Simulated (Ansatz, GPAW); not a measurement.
# A 7-layer slab of K(100): work function by functional and basis, part 2 of 3

How far do functional and basis move the work function of a 7-layer slab of K(100)?

GPAW 26.7.0 and Ansatz 0.2.0; Ansatz plane waves; slab in vacuum with a dipole correction, relaxation; PAW set soft_1 (the session's first sound run).

So far: The structure; Relaxing the atoms.

## 2. Relaxing the atoms (continued)

The valence density, planar mean oscillates, so the rows of the table below give means over windows of 2.67 Å about each position, cut where the curve ends. Its maxima inside the range that stand out by 2 % of the span (Å: e/Å³): 9.0: 0.265, 11.7: 0.267, 14.2: 0.266, 17.0: 0.266, 19.7: 0.267, 22.3: 0.266, 25.0: 0.264. Its minima: 10.2: 0.0259, 12.9: 0.0244, 15.6: 0.0224, 18.2: 0.0227, 20.9: 0.0237, 23.7: 0.0228.

Valence density, planar mean against z; means over each step:

```
z (Å)  valence density, planar mean (e/Å³)
 1.33                               1.4e-6
 4.00                               9.3e-5
 6.67                              0.00489
 9.34                                0.123
12.02                                0.124
14.68                                0.123
17.36                                0.123
20.02                                0.123
22.70                                0.123
25.37                                0.118
28.04                              0.00158
30.70                               3.3e-5
33.38                               7.8e-7
```

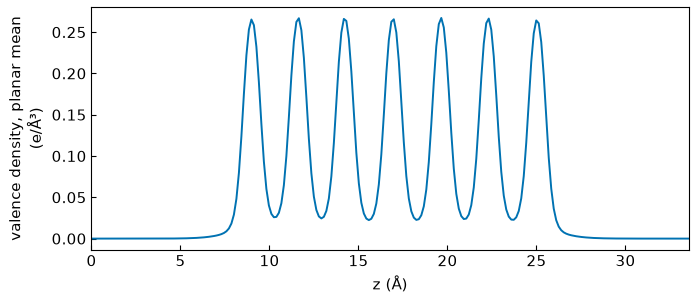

Valence density, planar mean against z.

The relaxation lowered the energy of the cell by 0.00413 eV.

## 3. The slab's potential

The work function is the vacuum plateau of the electrostatic potential less the Fermi level; a dipole layer lets the two faces have plateaus of their own.

This step: GPAW, PAW setups; slab in vacuum (GPAW 26.7.0).

The input, run.py:

```python
import json
import numpy as np
from ase import Atoms
from gpaw import GPAW, PW

slab = Atoms(
    ['K', 'K', 'K', 'K', 'K', 'K', 'K'],
    positions=[
        [0.00000, 0.00000, 9.00000],
        [2.61500, 2.61500, 11.61500],
        [0.00000, 0.00000, 14.23000],
        [2.61500, 2.61500, 16.93785],
        [0.00000, 0.00000, 19.63773],
        [2.61500, 2.61500, 22.29012],
        [-0.00000, 0.00000, 25.03432]],
    cell=[[5.23, 0.0, 0.0], [0.0, 5.23, 0.0], [0.0, 0.0, 33.69]],
    pbc=[True, True, False])

slab.calc = GPAW(mode=PW(400), xc='PBE', kpts={'size': (6, 6, 1), 'gamma': True},
                 occupations={'name': 'fermi-dirac', 'width': 0.1}, nbands='160%',
                 convergence={'density': 1e-05}, maxiter=200,
                 poissonsolver={'dipolelayer': 'xy'},
                 symmetry={'tolerance': 1e-3}, txt='slab.txt')
result = {}
energy = slab.get_potential_energy()
fermi = slab.calc.get_fermi_level()
v = slab.calc.get_electrostatic_potential().mean((0, 1)) - fermi
n = slab.calc.get_pseudo_density().mean((0, 1))
L = slab.cell[2, 2]
z = np.arange(len(v)) * L / len(v)
low, high = slab.positions[:, 2].min(), slab.positions[:, 2].max()
below, above = np.interp([low - 6.8, high + 6.8], z, v)
slopes = [np.interp(x, z, np.gradient(v, z)) for x in (low - 6.8, high + 6.8)]
eps = np.array([[slab.calc.get_eigenvalues(k, s) for k in range(len(slab.calc.get_ibz_k_points()))]
                for s in range(slab.calc.get_number_of_spins())]) - fermi
top, bottom = eps[eps < 0].max(), eps[eps > 0].min()
dipole = slab.get_dipole_moment()[2]
print(f'energy {energy:.4f} eV, Fermi level {fermi:.4f} eV, dipole {dipole:.5f} e A')
print(f'potential 6.8 A off the faces, from the Fermi level: lower {below:.4f} eV, upper {above:.4f} eV')
print(f'slope of the potential there: lower {slopes[0]:.5f}, upper {slopes[1]:.5f} eV/A')
print(f'nearest levels on the mesh: {top:.4f} and {bottom:.4f} eV')
print('magnetic moment', round(slab.get_magnetic_moment(), 3))
result.update(energy=energy, fermi=fermi, dipole=dipole, below=below, above=above, slopes=slopes, edges=[top, bottom],
              z=z.tolist(), v=v.tolist(), n=n.tolist(), positions=slab.positions.tolist(),
              forces=slab.get_forces(apply_constraint=False).tolist(), moments=slab.get_magnetic_moments().tolist())
json.dump(result, open('result.json', 'w'))
```

Launch:

```
$ OMP_NUM_THREADS=1 OPENBLAS_NUM_THREADS=1 python run.py
```

Numbers of over 12 decimals in the logs are rounded to 6 here.

Log:

```text
energy -7.8151 eV, Fermi level -0.3948 eV, dipole 0.00062 e A
potential 6.8 A off the faces, from the Fermi level: lower 2.2674 eV, upper 2.2631 eV
slope of the potential there: lower -0.00032, upper 0.00029 eV/A
nearest levels on the mesh: -0.0104 and 0.0034 eV
magnetic moment 0.0
```

Run time: 5.5 min. Hardware: 1 thread of Arm Neoverse V1, shared host; peak memory 0.48 GiB.

This step gave:

- dipole along the normal: 6.22e-4 e·Å
- levels nearest the Fermi level on the mesh: -0.01039, 0.003407 eV from the Fermi level
- upper work function: 2.263 eV
- lower work function: 2.267 eV

The electrostatic potential energy of an electron (without an applied field's), less the Fermi level, planar mean oscillates, so the rows of the table below give means over windows of 2.63 Å about each position, cut where the curve ends. Its maxima inside the range that stand out by 2 % of the span (Å: eV): 10.3: 0.924, 12.9: 0.913, 15.6: 1.04, 18.3: 1.03, 21.1: 0.941, 23.7: 1.10. Its minima: 8.9: -4.75, 11.6: -4.61, 14.2: -4.62, 17.0: -4.67, 19.7: -4.57, 22.3: -4.61, 25.1: -4.79.

The electrostatic potential energy of an electron (without an applied field's), less the Fermi level, planar mean by z; means over each step:

```csv
z (Å),"electrostatic potential energy of an electron (without an applied field's), less the Fermi level, planar mean (eV)"
1.31,2.27
3.94,2.26
6.57,1.95
9.21,-1.15
11.83,-1.08
14.46,-1.03
17.09,-1.07
19.73,-1.05
22.36,-1.03
24.98,-1.10
27.61,2.00
30.25,2.26
32.88,2.26
```

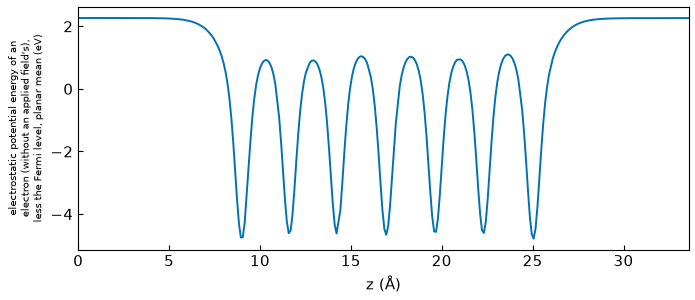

Electrostatic potential energy of an electron (without an applied field's), less the Fermi level, planar mean against z.

The pseudo valence density, planar mean oscillates, so the rows of the table below give means over windows of 2.74 Å about each position, cut where the curve ends. Its maxima inside the range that stand out by 2 % of the span (Å: e/Å³): 9.1: 0.286, 11.6: 0.290, 14.3: 0.283, 16.8: 0.282, 19.6: 0.288, 22.3: 0.290, 25.1: 0.288. Its minima: 10.3: 0.0255, 12.8: 0.0250, 15.6: 0.0224, 18.3: 0.0226, 21.1: 0.0242, 23.6: 0.0230.

Pseudo valence density, planar mean against z; means over each step:

| z (Å) | pseudo valence density, planar mean (e/Å³) |
| --- | --- |
| 1.37 | 1.5e-6 |
| 4.11 | 1.1e-4 |
| 6.85 | 0.00837 |
| 9.59 | 0.123 |
| 12.33 | 0.125 |
| 15.07 | 0.122 |
| 17.81 | 0.122 |
| 20.55 | 0.126 |
| 23.29 | 0.120 |
| 26.03 | 0.0928 |
| 28.77 | 6.1e-4 |
| 31.51 | 9.8e-6 |

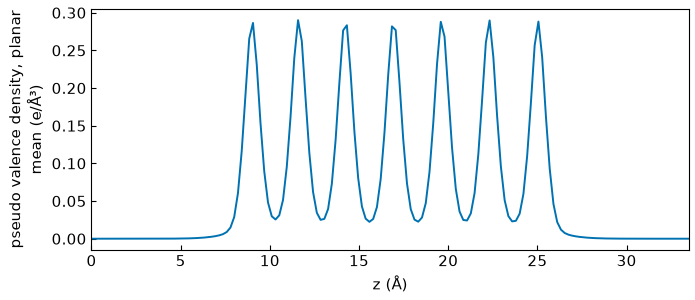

Pseudo valence density, planar mean, plotted against z.

The potential is flat to 3.2e-4 eV/Å where it is read, so the vacuum is wide enough. The geometry is the other program's minimum; here the largest force on a free atom is 0.0035 eV/Å.

## 4. OptPBE vdW: xc = "optPBE-vdW"

The same geometry under optPBE-vdW, to see how far the functional moves the levels against the vacuum (the van der Waals functionals take revPBE setups).

run.py, as its differences from that of step 3:

```diff
@@ -18,3 +18,3 @@
 
-slab.calc = GPAW(mode=PW(400), xc='PBE', kpts={'size': (6, 6, 1), 'gamma': True},
+slab.calc = GPAW(mode=PW(400), xc='optPBE-vdW', kpts={'size': (6, 6, 1), 'gamma': True},
                  occupations={'name': 'fermi-dirac', 'width': 0.1}, nbands='160%',
```

Log:

```text
energy -51.8608 eV, Fermi level -0.4815 eV, dipole 0.00085 e A
potential 6.8 A off the faces, from the Fermi level: lower 2.4267 eV, upper 2.4211 eV
slope of the potential there: lower -0.00108, upper 0.00099 eV/A
nearest levels on the mesh: -0.0058 and 0.0040 eV
magnetic moment 0.0
```

It took 8.5 min on 1 thread; peak memory 0.97 GiB.

Numbers from this step:

| Property | Result |
| --- | --- |
| dipole along the normal | 8.47e-4 e·Å |
| levels nearest the Fermi level on the mesh | -0.005811, 0.004038 eV from the Fermi level |
| upper work function | 2.421 eV |
| lower work function | 2.427 eV |

The electrostatic potential energy of an electron (without an applied field's), less the Fermi level, planar mean oscillates, so the rows of the table below give means over windows of 2.63 Å about each position, cut where the curve ends. Its maxima inside the range that stand out by 2 % of the span (Å: eV): 10.3: 0.954, 12.9: 0.952, 15.6: 1.09, 18.3: 1.08, 21.1: 0.980, 23.7: 1.13. Its minima: 8.9: -4.71, 11.6: -4.58, 14.2: -4.57, 17.0: -4.62, 19.7: -4.52, 22.3: -4.58, 25.1: -4.74.

Electrostatic potential energy of an electron (without an applied field's), less the Fermi level, planar mean against z; means over each step:

```csv
z (Å),"electrostatic potential energy of an electron (without an applied field's), less the Fermi level, planar mean (eV)"
1.31,2.43
3.94,2.41
6.57,2.06
9.21,-1.11
11.83,-1.05
14.46,-0.985
17.09,-1.02
19.73,-1.00
22.36,-1.00
24.98,-1.06
27.61,2.11
30.25,2.41
32.88,2.42
```

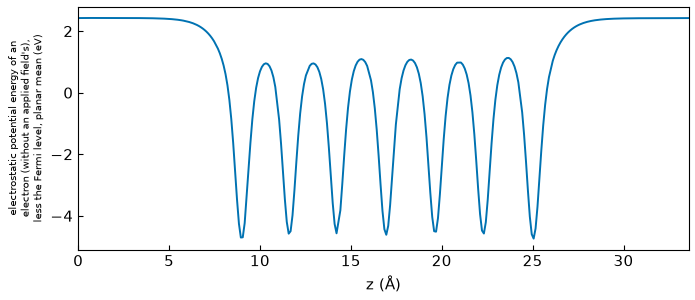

Electrostatic potential energy of an electron (without an applied field's), less the Fermi level, planar mean, plotted against z.

The pseudo valence density, planar mean oscillates, so the rows of the table below give means over windows of 2.74 Å about each position, cut where the curve ends. Its maxima inside the range that stand out by 2 % of the span (Å: e/Å³): 9.1: 0.286, 11.6: 0.290, 14.3: 0.283, 16.8: 0.282, 19.6: 0.288, 22.3: 0.290, 25.1: 0.288. Its minima: 10.3: 0.0256, 12.8: 0.0251, 15.6: 0.0224, 18.3: 0.0226, 21.1: 0.0243, 23.6: 0.0230.

Table of pseudo valence density, planar mean by z; means over each step:

| z (Å) | pseudo valence density, planar mean (e/Å³) |
| --- | --- |
| 1.37 | 4.4e-6 |
| 4.11 | 1.5e-4 |
| 6.85 | 0.00838 |
| 9.59 | 0.123 |
| 12.33 | 0.125 |
| 15.07 | 0.122 |
| 17.81 | 0.122 |
| 20.55 | 0.126 |
| 23.29 | 0.120 |
| 26.03 | 0.0928 |
| 28.77 | 6.6e-4 |
| 31.51 | 2.0e-5 |

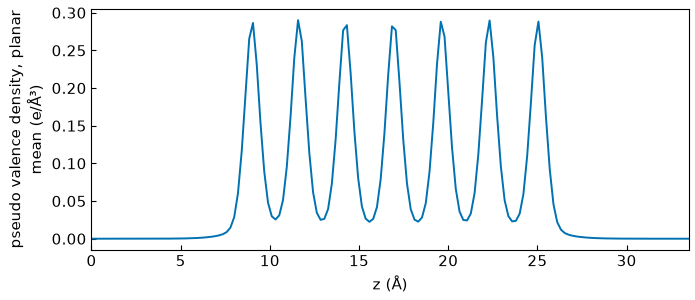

Pseudo valence density, planar mean, plotted against z.

The upper face's work function is 2.421 eV, against 2.263 eV in the first plane-wave PBE run at this geometry.

## 5. Self-consistent run: xc = "LDA"

The same geometry under LDA, to see how far the functional moves the levels against the vacuum.

run.py, as its differences from that of step 4:

```diff
@@ -18,3 +18,3 @@
 
-slab.calc = GPAW(mode=PW(400), xc='optPBE-vdW', kpts={'size': (6, 6, 1), 'gamma': True},
+slab.calc = GPAW(mode=PW(400), xc='LDA', kpts={'size': (6, 6, 1), 'gamma': True},
                  occupations={'name': 'fermi-dirac', 'width': 0.1}, nbands='160%',
```

Log:

```text
energy -8.6290 eV, Fermi level -0.5538 eV, dipole 0.00053 e A
potential 6.8 A off the faces, from the Fermi level: lower 2.3862 eV, upper 2.3826 eV
slope of the potential there: lower -0.00025, upper 0.00023 eV/A
nearest levels on the mesh: -0.0053 and 0.0021 eV
magnetic moment 0.0
```

Wall time 5.4 min (1 thread); peak memory 0.49 GiB.

Numbers from this step:

```yaml
dipole_along_the_normal: 5.25e-4 e·Å
levels_nearest_the_fermi_level_on_the_mesh: -0.005305, 0.002062 eV from the Fermi level
upper_work_function: 2.383 eV
lower_work_function: 2.386 eV
```

The electrostatic potential energy of an electron (without an applied field's), less the Fermi level, planar mean oscillates, so the rows of the table below give means over windows of 2.63 Å about each position, cut where the curve ends. Its maxima inside the range that stand out by 2 % of the span (Å: eV): 10.3: 1.14, 12.9: 1.13, 15.6: 1.26, 18.3: 1.24, 21.1: 1.15, 23.7: 1.31. Its minima: 8.9: -4.59, 11.6: -4.43, 14.2: -4.44, 17.0: -4.49, 19.7: -4.39, 22.3: -4.43, 25.1: -4.63.

The electrostatic potential energy of an electron (without an applied field's), less the Fermi level, planar mean by z; means over each step:

```csv
z (Å),"electrostatic potential energy of an electron (without an applied field's), less the Fermi level, planar mean (eV)"
1.31,2.39
3.94,2.38
6.57,2.08
9.21,-0.972
11.83,-0.886
14.46,-0.838
17.09,-0.872
19.73,-0.854
22.36,-0.838
24.98,-0.934
27.61,2.13
30.25,2.38
32.88,2.38
```

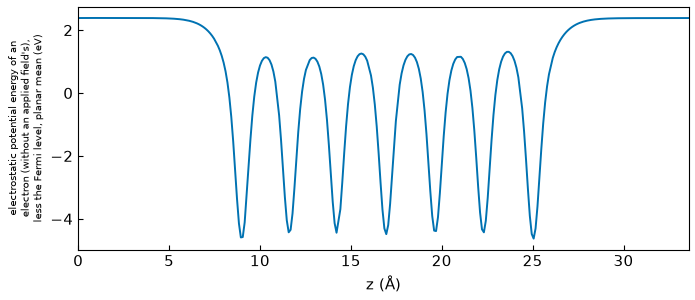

Electrostatic potential energy of an electron (without an applied field's), less the Fermi level, planar mean against z.

The upper face's work function is 2.383 eV, against 2.263 eV in the first plane-wave PBE run at this geometry.

## 6. Self-consistent run: xc = "vdW-DF2"

The same geometry under vdW-DF2, to see how far the functional moves the levels against the vacuum (the van der Waals functionals take revPBE setups).

run.py, as its differences from that of step 5:

```diff
@@ -18,3 +18,3 @@
 
-slab.calc = GPAW(mode=PW(400), xc='LDA', kpts={'size': (6, 6, 1), 'gamma': True},
+slab.calc = GPAW(mode=PW(400), xc='vdW-DF2', kpts={'size': (6, 6, 1), 'gamma': True},
                  occupations={'name': 'fermi-dirac', 'width': 0.1}, nbands='160%',
```

Log:

```text
energy -244.9328 eV, Fermi level -0.5953 eV, dipole -0.00014 e A
potential 6.8 A off the faces, from the Fermi level: lower 2.5768 eV, upper 2.5776 eV
slope of the potential there: lower -0.00050, upper 0.00049 eV/A
nearest levels on the mesh: -0.0070 and 0.0040 eV
magnetic moment 0.0
```

It took 8.3 min on 1 thread; peak memory 0.97 GiB.

This step gave:

| Property | Result |
| --- | --- |
| dipole along the normal | -1.44e-4 e·Å |
| levels nearest the Fermi level on the mesh | -0.006994, 0.004000 eV from the Fermi level |
| upper work function | 2.578 eV |
| lower work function | 2.577 eV |

The upper face's work function is 2.578 eV, against 2.263 eV in the first plane-wave PBE run at this geometry.

## 7. Real-space grid: mode = "fd"

A real-space grid is a second complete basis, so it checks the plane-wave result.

run.py, as its differences from that of step 6:

```diff
@@ -3,3 +3,3 @@
 from ase import Atoms
-from gpaw import GPAW, PW
+from gpaw import GPAW
 
@@ -18,3 +18,3 @@
 
-slab.calc = GPAW(mode=PW(400), xc='vdW-DF2', kpts={'size': (6, 6, 1), 'gamma': True},
+slab.calc = GPAW(mode='fd', h=0.18, xc='PBE', kpts={'size': (6, 6, 1), 'gamma': True},
                  occupations={'name': 'fermi-dirac', 'width': 0.1}, nbands='160%',
```

Log:

```text
energy -8.1726 eV, Fermi level -2.2629 eV, dipole 0.00074 e A
potential 6.8 A off the faces, from the Fermi level: lower 2.2652 eV, upper 2.2603 eV
slope of the potential there: lower -0.00023, upper 0.00021 eV/A
nearest levels on the mesh: -0.0104 and 0.0034 eV
magnetic moment 0.0
```

Wall time 46 min (1 thread); peak memory 2.2 GiB.

Numbers from this step:

- dipole along the normal: 7.40e-4 e·Å
- levels nearest the Fermi level on the mesh: -0.01042, 0.003352 eV from the Fermi level
- upper work function: 2.260 eV
- lower work function: 2.265 eV

The electrostatic potential energy of an electron (without an applied field's), less the Fermi level, planar mean oscillates, so the rows of the table below give means over windows of 2.69 Å about each position, cut where the curve ends. Its maxima inside the range that stand out by 2 % of the span (Å: eV): 10.3: 0.924, 12.9: 0.915, 15.6: 1.05, 18.3: 1.03, 20.9: 0.948, 23.6: 1.09. Its minima: 9.0: -4.77, 11.6: -4.61, 14.2: -4.62, 16.9: -4.67, 19.6: -4.61, 22.2: -4.53, 25.1: -4.73.

Table of electrostatic potential energy of an electron (without an applied field's), less the Fermi level, planar mean by z; means over each step:

```
z (Å)  electrostatic potential energy of an electron (without an applied field's), less the Fermi level, planar mean (eV)
 1.34                                                                                                                2.27
 4.04                                                                                                                2.26
 6.73                                                                                                                1.86
 9.42                                                                                                               -1.12
12.11                                                                                                               -1.06
14.80                                                                                                              -0.986
17.48                                                                                                               -1.01
20.18                                                                                                               -1.02
22.87                                                                                                              -0.955
25.56                                                                                                              -0.885
28.25                                                                                                                2.15
30.94                                                                                                                2.26
```

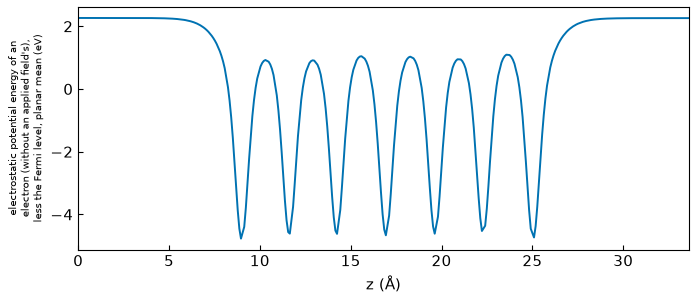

Electrostatic potential energy of an electron (without an applied field's), less the Fermi level, planar mean against z.

The upper face's work function is 2.260 eV, against 2.263 eV in the first plane-wave PBE run at this geometry.

## 8. Atomic orbitals: mode = "lcao"

Atom-centred orbitals end a few angstrom from the surface, which tests how much the density's tail matters.

run.py, as its differences from that of step 7:

```diff
@@ -18,4 +18,4 @@
 
-slab.calc = GPAW(mode='fd', h=0.18, xc='PBE', kpts={'size': (6, 6, 1), 'gamma': True},
-                 occupations={'name': 'fermi-dirac', 'width': 0.1}, nbands='160%',
+slab.calc = GPAW(mode='lcao', basis='dzp', h=0.18, xc='PBE', kpts={'size': (6, 6, 1), 'gamma': True},
+                 occupations={'name': 'fermi-dirac', 'width': 0.1}, nbands='120%',
                  convergence={'density': 1e-05}, maxiter=200,
```

Log:

```text
energy -5.9788 eV, Fermi level -2.2583 eV, dipole 0.00041 e A
potential 6.8 A off the faces, from the Fermi level: lower 2.2596 eV, upper 2.2569 eV
slope of the potential there: lower -0.00000, upper 0.00000 eV/A
nearest levels on the mesh: -0.0006 and 0.0036 eV
magnetic moment 0.0
```

Elapsed: 13 min, on 1 thread; peak memory 0.8 GiB.

This step gave:

```yaml
dipole_along_the_normal: 4.07e-4 e·Å
levels_nearest_the_fermi_level_on_the_mesh: -5.63e-4, 0.003604 eV from the Fermi level
upper_work_function: 2.257 eV
lower_work_function: 2.260 eV
```

The upper face's work function is 2.257 eV, against 2.263 eV in the first plane-wave PBE run at this geometry.

## 9. Cost and result by level

Times are for 1 thread of Arm Neoverse V1, shared host. The runs compared:

| no. | run | upper work function (eV) | lower work function (eV) | time | memory (GiB) |
| --- | --- | --- | --- | --- | --- |
| 1 | pw | 2.263 | 2.267 | 5.5 min | 0.48 |
| 2 | optPBE vdW | 2.421 | 2.427 | 8.5 min | 0.97 |
| 3 | LDA | 2.383 | 2.386 | 5.4 min | 0.49 |
| 4 | vdW DF2 | 2.578 | 2.577 | 8.3 min | 0.97 |
| 5 | fd | 2.260 | 2.265 | 46 min | 2.2 |
| 6 | lcao | 2.257 | 2.260 | 13 min | 0.8 |

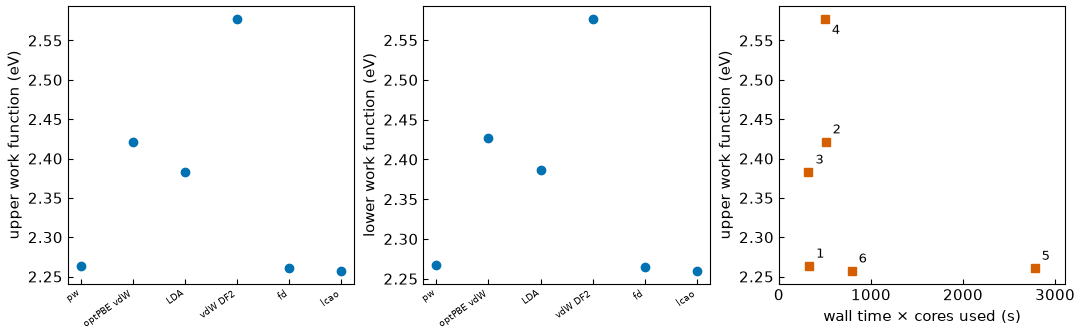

The series as plots; the last panel sets the first result against cost, with the runs numbered as in the table.

(Part 2 of 3 ends here.)

[Logs are printed without paths, hosts, clocks, repeated set-up lines and the standing remarks that a program may print on its own settings, such as how far it seeks lower states.]

[Hosts, paths, dates, database ids (printed as entryN), source tags and the programs' standing remarks are cut or masked in the printed files.]
